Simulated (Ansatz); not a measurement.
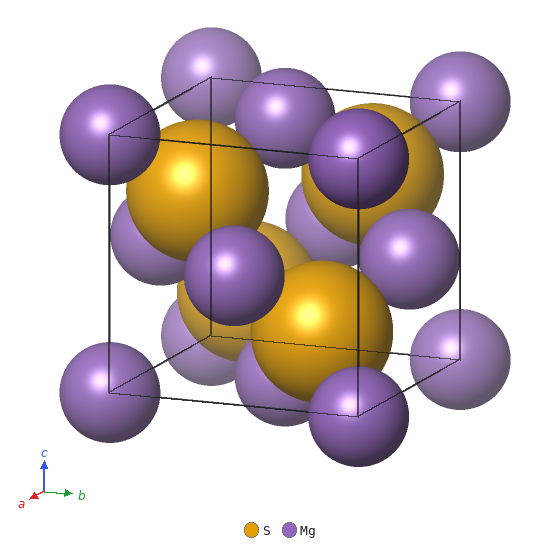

The image is a space-filling drawing of a crystal, viewed slightly off an axis. One drawn cell (a repeat of the simulation cell) is framed, with atoms on its boundary repeated.

MgS, a = 5.572 Å, b = 5.662 Å, c = 5.572 Å, α = 90.00°, β = 90.00°, γ = 90.00°. Strictly the space group is I-4m2 (No. 119, within 0.01 Å). It is a distorted form of a face-centred cubic structure, space group F-43m (No. 216) within 0.25 Å: zinc blende (sphalerite type). Its origin is a structure listed in the Materials Project. The cell was then strained or its atoms displaced on purpose. It was run through Ansatz as a DFT input.

This one geometry was computed with Ansatz (DFT, plane waves, PAW) at three levels of theory: PBE, HSE06 and r2SCAN. It was relaxed with r2SCAN and then strained.

How does the band gap change with the level of theory?

PBE: a gap of 3.61 eV, direct; r2SCAN: a gap of 4.27 eV, indirect; HSE06: a gap of 4.68 eV, direct.

Collect the results in a table.

| level | cutoff (eV) | k-mesh of the run's cell | gap (eV) | pressure (GPa) |
| --- | --- | --- | --- | --- |
| PBE | 420 | 8×8×8 | 3.61 | 3.1 |
| HSE06 | 420 | 6×6×6 | 4.68 | 2.1 |
| r2SCAN | 500 | 8×8×8 | 4.27 | 2.0 |

Gaps are taken on the k-mesh or band path of each run.
